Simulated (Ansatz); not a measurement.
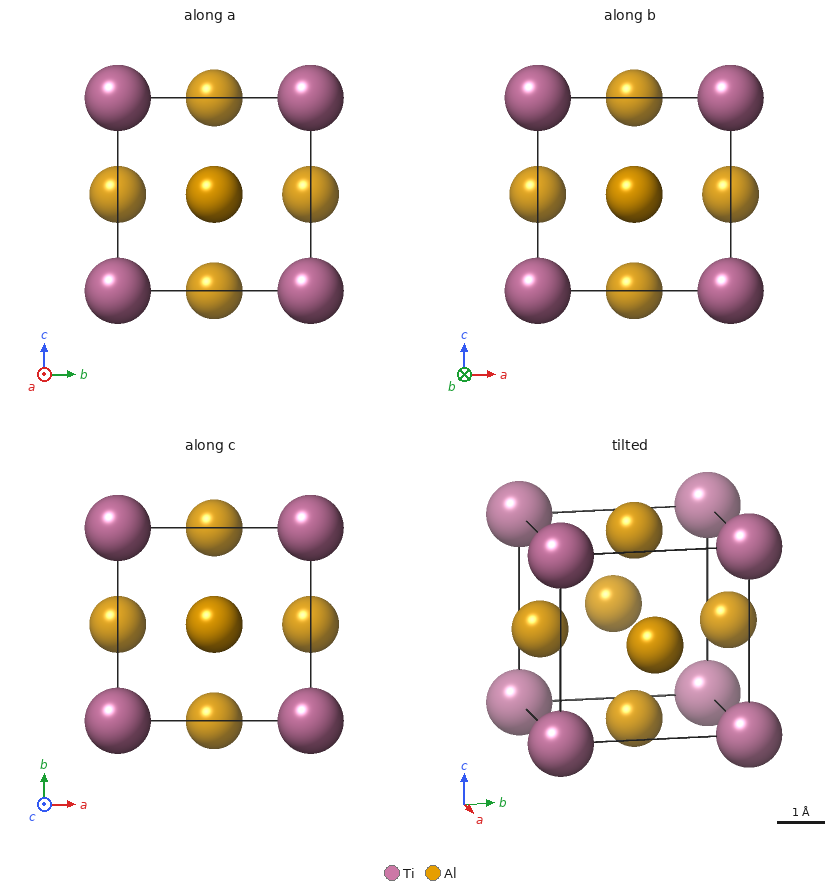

The figure gives a spheres-only picture of the atoms, viewed along the a axis, along the b axis, along the c axis and slightly off an axis. Lines trace the edges of the conventional unit cell.

Lattice parameters: a = 4.108 Å, b = 4.108 Å, c = 4.108 Å, α = 90.00°, β = 90.00°, γ = 90.00°. Put a along x and b in the xy plane.

> Transcribe the picture into a POSCAR file.

```
Ti Al
1.0
     4.108    0.000    0.000
     0.000    4.108    0.000
     0.000    0.000    4.108
Ti Al
1 3
Direct
  0.0000 0.0000 0.0000
  0.5000 0.0000 0.5000
  0.0000 0.5000 0.5000
  0.5000 0.5000 0.0000
```

Its origin is a structure type filled with these elements by a generator (whether the compound takes this form wasn't checked). The cell was then strained or its atoms displaced on purpose. A calculation with Ansatz used it as input.

At this level of theory the cell isn't at rest (stretched, at -8 GPa), so its distances can differ from those at equilibrium, the more so the softer the solid.
